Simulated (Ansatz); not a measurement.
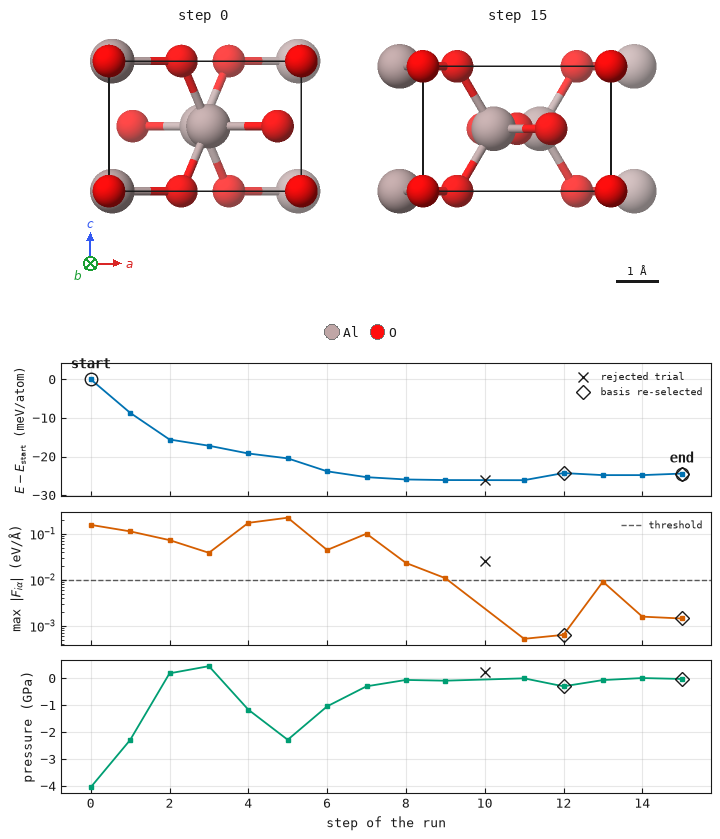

First and last geometry of a relaxation of a crystal of Al$_{2}$O$_{3}$ (set up in Pnnm), with the history of the run. Style: ball-and-stick. Shown: the cell of the calculation, along the b axis.

The run lets cell and atoms move.

These are results of Kohn-Sham DFT of a periodic cell, PBEsol with D3(BJ), Ansatz PAW in Ansatz 0.2.0, not measurements.

The input:
```yaml
crystal:
  lattice:
    - [4.613777, 0.0, 0.0]
    - [0.0, 9.563279, 0.0]
    - [0.0, 0.0, 3.119862]
  atoms:
    - { symbol: Al, position: [0.982975, 0.824573, 0.0] }
    - { symbol: Al, position: [0.017025, 0.175427, 0.0] }
    - { symbol: Al, position: [0.482975, 0.675427, 0.5] }
    - { symbol: Al, position: [0.517025, 0.324573, 0.5] }
    - { symbol: O, position: [0.5, 0.5, 0.5] }
    - { symbol: O, position: [0.123635, 0.75305, 0.5] }
    - { symbol: O, position: [0.376365, 0.25305, 0.0] }
    - { symbol: O, position: [0.623635, 0.74695, 0.0] }
    - { symbol: O, position: [0.0, 0.0, 0.0] }
    - { symbol: O, position: [0.876365, 0.24695, 0.5] }
hamiltonian:
  xc: pbesol
  pseudopotentials: { kind: paw }
  dispersion: d3bj
kpoints:
  mp_grid: { grid: [6, 3, 9] }
scf:
  occupations: { method: fermi_dirac, width: 0.05 }
output:
  forces: true
  stress: true
  eigenvalues: true
  write_density: true
  write_potential: true
  elf: true
  volumetric_format: npy
relax:
  f_tol: 0.01
  max_steps: 40
  cell: { stress_tol: 0.05 }
```

Run as
```bash
ansatz run input.yaml --threads 4 --pin off --max-ram 11264MiB --backend cpu --events-out ev --progress --plain --runs-dir out
```

Q: What do the curves and the structures tell?

A: It converged. The largest moves relative to the cell, 0.94 Å, are those of O atoms. By element the largest moves are O 0.94 Å, Al 0.64 Å. The drawn cell changes as follows: a 4.614 → 4.510 Å (−2.3 %), b 9.563 → 9.543 Å (−0.2 %), c 3.120 → 2.993 Å (−4.1 %); the volume changes by −6.4 %. Near-neighbour distances that change, for instance: Al–O 1.823 → 1.792 Å, Al–O 1.679 → 1.675 Å. Bond angles that change, for instance: O–Al–O 116.8° → 110.9°, O–Al–O 117.7° → 113.3°, Al–O–Al 117.7° → 113.3°. The space group stays Pnnm (No. 58). After 12 accepted moves (15 points after the start) the energy has fallen by 24.4 meV per atom. Largest force component: 0.16 eV/Å at the start, 0.0014 eV/Å at the end. The pressure goes from −4.05 to −0.03 GPa. The line search rejected the trial step at point 10 of the run. At 2 points the geometry stayed and the basis and grid were re-selected for the new cell (energy shift of 1.8 meV per atom at most each time).

```csv
step,"E − E(0), meV/atom","largest force component, eV/Å","pressure, GPa","volume, Å³/atom",note
0,0.00,0.1567,-4.05,13.766,
1,-8.66,0.1131,-2.29,13.615,
2,-15.59,0.0731,0.18,13.463,
3,-17.20,0.0387,0.45,13.487,
4,-19.21,0.1733,-1.17,13.626,
5,-20.47,0.2241,-2.28,13.599,
6,-23.83,0.0446,-1.04,13.351,
7,-25.34,0.1007,-0.30,13.141,
8,-25.94,0.0233,-0.06,13.042,
9,-26.09,0.0109,-0.09,13.007,
10,-26.14,0.0252,0.22,12.988,rejected
11,-26.12,0.0005,0.00,13.000,
12,-24.28,0.0006,-0.30,13.000,"same geometry, new basis"
13,-24.81,0.0091,-0.07,12.880,
14,-24.81,0.0016,0.01,12.881,
15,-24.41,0.0014,-0.03,12.881,"same geometry, new basis"
```
